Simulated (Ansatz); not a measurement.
```yaml
crystal:
  lattice:
    - [0.00000, -6.61617, 0.00000]
    - [6.61617, 0.00000, 0.00000]
    - [-3.30809, 3.30809, 8.96541]
  atoms:
    - { symbol: Zr, position: [0.33333, 0.33333, 0.66667] }
    - { symbol: Zr, position: [0.00000, 0.00000, 0.00000] }
    - { symbol: Zr, position: [0.66667, 0.66667, 0.33333] }
    - { symbol: Zr, position: [0.58333, 0.08333, 0.16667] }
    - { symbol: Zr, position: [0.25000, 0.75000, 0.50000] }
    - { symbol: Zr, position: [0.91667, 0.41667, 0.83333] }
    - { symbol: Si, position: [0.16667, 0.16667, 0.33333] }
    - { symbol: Si, position: [0.83333, 0.83333, 0.66667] }
    - { symbol: Si, position: [0.50000, 0.50000, 0.00000] }
    - { symbol: Si, position: [0.08333, 0.58333, 0.16667] }
    - { symbol: Si, position: [0.75000, 0.25000, 0.50000] }
    - { symbol: Si, position: [0.41667, 0.91667, 0.83333] }
    - { symbol: O, position: [0.62403, 0.43966, 0.87932] }
    - { symbol: O, position: [0.29070, 0.10633, 0.21265] }
    - { symbol: O, position: [0.95736, 0.77299, 0.54599] }
    - { symbol: O, position: [0.02299, 0.70736, 0.04599] }
    - { symbol: O, position: [0.68966, 0.37403, 0.37932] }
    - { symbol: O, position: [0.35633, 0.04070, 0.71265] }
    - { symbol: O, position: [0.02299, 0.33862, 0.04599] }
    - { symbol: O, position: [0.68966, 0.00529, 0.37932] }
    - { symbol: O, position: [0.35633, 0.67196, 0.71265] }
    - { symbol: O, position: [0.92196, 0.10633, 0.21265] }
    - { symbol: O, position: [0.58862, 0.77299, 0.54599] }
    - { symbol: O, position: [0.25529, 0.43966, 0.87932] }
    - { symbol: O, position: [0.56034, 0.37597, 0.12068] }
    - { symbol: O, position: [0.22701, 0.04264, 0.45401] }
    - { symbol: O, position: [0.89367, 0.70930, 0.78735] }
    - { symbol: O, position: [0.95930, 0.64367, 0.28735] }
    - { symbol: O, position: [0.62597, 0.31034, 0.62068] }
    - { symbol: O, position: [0.29264, 0.97701, 0.95401] }
    - { symbol: O, position: [0.32804, 0.64367, 0.28735] }
    - { symbol: O, position: [0.99471, 0.31034, 0.62068] }
    - { symbol: O, position: [0.66138, 0.97701, 0.95401] }
    - { symbol: O, position: [0.22701, 0.41138, 0.45401] }
    - { symbol: O, position: [0.89367, 0.07804, 0.78735] }
    - { symbol: O, position: [0.56034, 0.74471, 0.12068] }
```

Space group I4₁/amd; a structure from a database of computed crystals, not necessarily the ambient phase.

Method: DFT PBEsol, scalar-relativistic, plane waves, PAW (Ansatz 0.2.0).

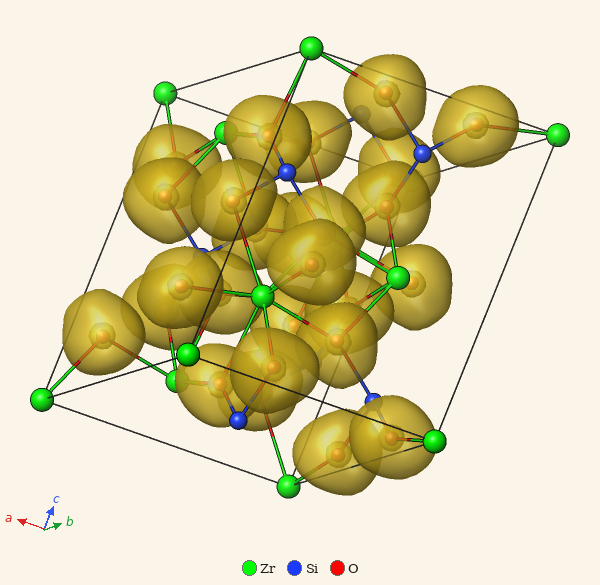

ZrSiO$_{4}$. Isosurface of the electron localisation function at 0.6 (yellow), seen at an oblique angle. Core shells and regions of very low density are left out. Sticks mark near contacts.

In a PAW calculation such maps are meaningful between the atoms, not at the nuclei.

> Where are the electrons localised?

At this value the surface marks out 24 regions on O in which the atom's valence shell and bonds are merged, counted in one cell of 36 atoms. Regions shared between cells count once.

Values along the shortest contacts:
Si–O (1.63 Å): the ELF peaks at about 0.85 between the atoms; a shared but strongly polarised pair. Zr–O (2.13 Å): the ELF peaks at about 0.85 in the valence shell of O, 0.6 Å from its nucleus, and drops to about 0.20 between the two atoms; no shared electron pair shows on this line.
